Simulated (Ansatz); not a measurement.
GaN

```
Ga N
1.0
     5.74853    0.00000    0.00000
     0.00000    5.74853    0.00000
     0.00000    0.00000    5.74853
Ga N
8 8
Direct
  0.00000 0.00000 0.00000
  0.50000 0.50000 0.00000
  0.50000 0.00000 0.50000
  0.00000 0.50000 0.50000
  0.25000 0.25000 0.25000
  0.75000 0.75000 0.25000
  0.75000 0.25000 0.75000
  0.25000 0.75000 0.75000
  0.75000 0.25000 0.25000
  0.25000 0.75000 0.25000
  0.25000 0.25000 0.75000
  0.75000 0.75000 0.75000
  0.50000 0.00000 0.00000
  0.00000 0.50000 0.00000
  0.00000 0.00000 0.50000
  0.50000 0.50000 0.50000
```

Space group Fd-3m; a structure generated by program, which may or may not match a known phase.

Theory: Ansatz 0.2.0, DFT PBE, scalar-relativistic, plane waves, PAW.

Core electrons are frozen (PAW), and the valence fields are smoothed inside the atomic spheres.

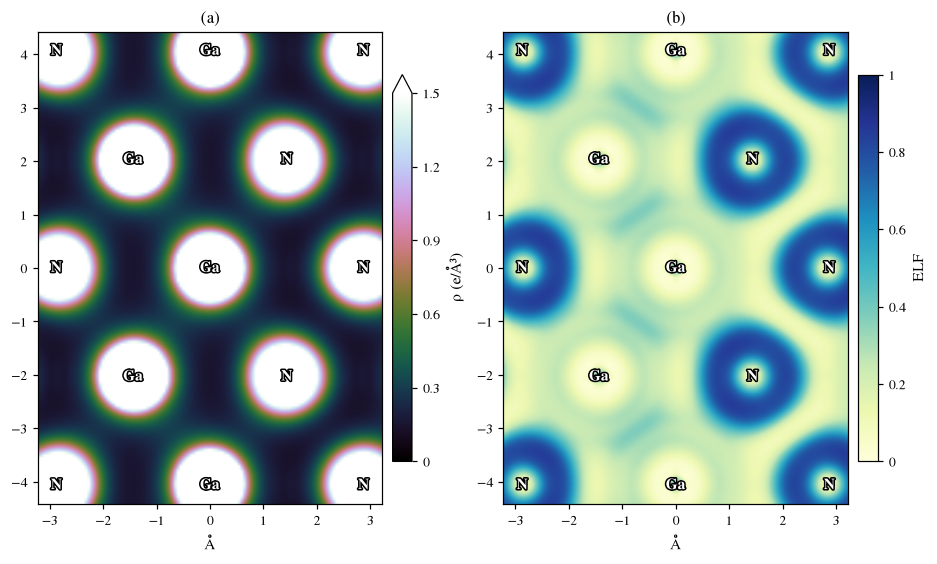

Figure 1. (a) valence pseudo-density; (b) ELF on the (101) plane of the conventional cell.

Question: What do the fields say about this system?

Answer: The plane passes through Ga and N nuclei. Ga–Ga (2.49 Å): ρ at the midpoint is about 0.31 e/Å³; the ELF is about 0.40 at the midpoint. Ga–N (2.49 Å): the density is about 0.27 e/Å³ at the midpoint; the ELF peaks at about 0.85 in the valence shell of N, 0.7 Å from its nucleus, and drops to about 0.25 between the two atoms (no localised pair shows between them). Between the atoms the lowest density in this plane is 0.14 e/Å³. The features right at Ga lie inside the PAW spheres, where the map follows smoothed inner orbitals and isn't to be read closely.

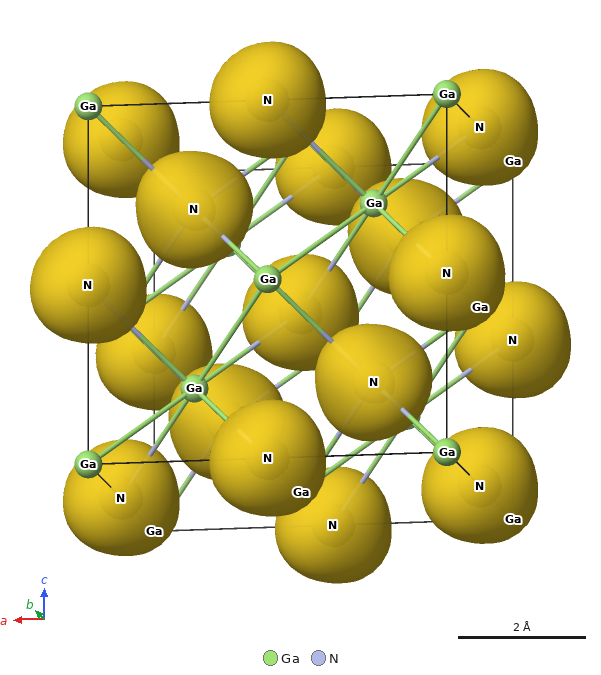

Figure 2. Isosurface of the electron localisation function at 0.6 (yellow), seen at an oblique angle. Core shells and regions of very low density are left out. Sticks mark near contacts.

Question: Identify the bonds, lone pairs and shells in this picture.

Answer: The surface consists of eight regions wrapped around N (the valence shell of each), counted in one cell of 16 atoms. Any copies at cell faces, edges or corners count once.

Question: Does the calculation give a band gap?

Answer: It is metallic or semimetallic at this level of theory: no gap opens.
